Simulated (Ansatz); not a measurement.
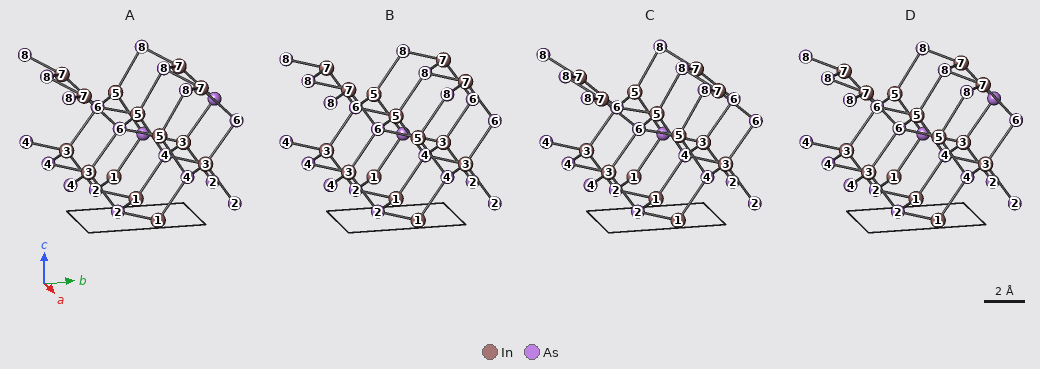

4 geometries from one constrained relaxation of a slab of composition InAs (cut from the F-43m phase), in shuffled order. Style: ball-and-stick. Shown: the cell of the calculation, outlined in the plane, without the vacuum, slightly off an axis.

Case: clean slab, lower half held. The slab is the (1 1 0) face of InAs. 4 atoms are held fixed.

All numbers below come from Ansatz, DFT PBEsol, scalar-relativistic, plane waves, PAW. Set-up: plane-wave cutoff 420 eV; k-point mesh 7 × 5 × 1; occupations gaussian; smearing width 0.1 eV; no spin polarisation; dipole correction; atoms relaxed in a fixed cell; force threshold 0.03 eV/Å; at most 70 steps.

Question: Order the frames from highest to lowest energy.

Answer: B, D, A, C. They are steps 0, 1, 2, 4, at +0.517 eV per cell of the calculation, +0.190 eV per cell of the calculation, +36.4 meV per cell of the calculation relative to the last. Over 4 geometry steps the energy falls by 0.517 eV per cell of the calculation. Largest force component: 0.99 eV/Å at the start, 0.017 eV/Å at the end. The atom that moves furthest is In7 (0.59 Å at 40° to the normal (−c side)). Largest moves by element: In 0.59 Å, As 0.29 Å. The cell stays as it was. Some distances before and after: As4–In5 2.636 → 2.711 Å, As6–In7 2.636 → 2.593 Å, In7–As8 2.636 → 2.609 Å, In3–As6 2.636 → 2.663 Å. Among the angles between lasting bonds that change: In5–As8–In7 109.5° → 91.0°, In3–As6–In7 109.5° → 94.9°, As6–In7–As8 109.5° → 123.4°.
